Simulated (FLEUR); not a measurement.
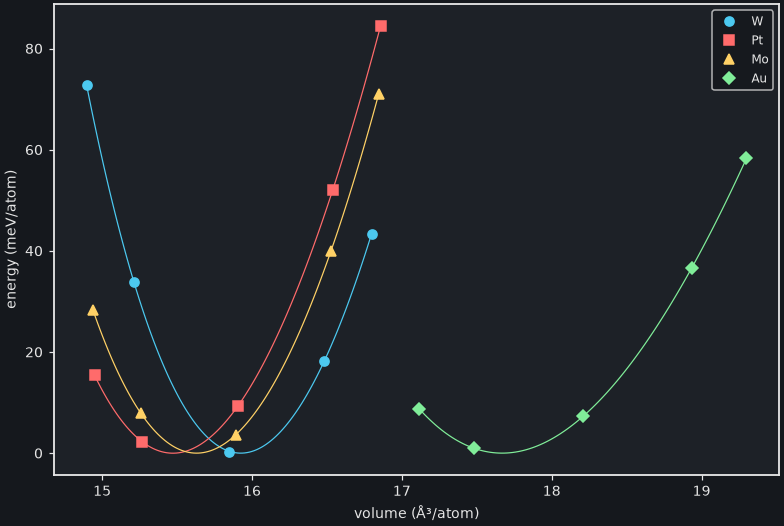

The plot gives the computed energy against volume, with one curve for each element, for Au, Mo, Pt and W (all in space group Im-3m (No. 229)).

Calculation (FLEUR MaX-R8.1 (later development tree)): all-electron LAPW DFT, no spin polarisation; energies at scaled volumes of the given cell, shape and fractions fixed, counted from the fit's minimum, third-order Birch-Murnaghan fit. Level: r2SCAN.

- occupations: Fermi–Dirac
- smearing width: 0.05 eV
- potentials: all electron

Settings that differ: W: k mesh 12×12×12; Pt: k mesh 12×12×12; Mo: k mesh 12×12×12; Au: k mesh 11×11×11.

Order the curves by fitted equilibrium volume, smallest first.

Pt 15.472, Mo 15.630, W 15.925, Au 17.669 Å³/atom.

Order the curves by fitted bulk modulus, smallest first.

Au 151.0, Pt 260.3, Mo 274.1, W 315.9 GPa.

Caveats: spin-orbit coupling left out, heavy elements (Pt, Au).

The computed values:

W:
```json
{"volume (Å³/atom)": "14.90", "energy (meV/atom)": "72.70"}
{"volume (Å³/atom)": "15.21", "energy (meV/atom)": "33.75"}
{"volume (Å³/atom)": "15.85", "energy (meV/atom)": "0.30"}
{"volume (Å³/atom)": "16.48", "energy (meV/atom)": "18.21"}
{"volume (Å³/atom)": "16.80", "energy (meV/atom)": "43.34"}
```

Pt:
```json
{"volume (Å³/atom)": "14.95", "energy (meV/atom)": "15.38"}
{"volume (Å³/atom)": "15.27", "energy (meV/atom)": "2.20"}
{"volume (Å³/atom)": "15.90", "energy (meV/atom)": "9.31"}
{"volume (Å³/atom)": "16.54", "energy (meV/atom)": "52.13"}
{"volume (Å³/atom)": "16.86", "energy (meV/atom)": "84.51"}
```

Mo:
```json
{"volume (Å³/atom)": "14.94", "energy (meV/atom)": "28.33"}
{"volume (Å³/atom)": "15.26", "energy (meV/atom)": "7.98"}
{"volume (Å³/atom)": "15.89", "energy (meV/atom)": "3.65"}
{"volume (Å³/atom)": "16.53", "energy (meV/atom)": "40.01"}
{"volume (Å³/atom)": "16.85", "energy (meV/atom)": "70.99"}
```

Au:
```json
{"volume (Å³/atom)": "17.11", "energy (meV/atom)": "8.81"}
{"volume (Å³/atom)": "17.48", "energy (meV/atom)": "0.96"}
{"volume (Å³/atom)": "18.21", "energy (meV/atom)": "7.26"}
{"volume (Å³/atom)": "18.94", "energy (meV/atom)": "36.65"}
{"volume (Å³/atom)": "19.30", "energy (meV/atom)": "58.31"}
```
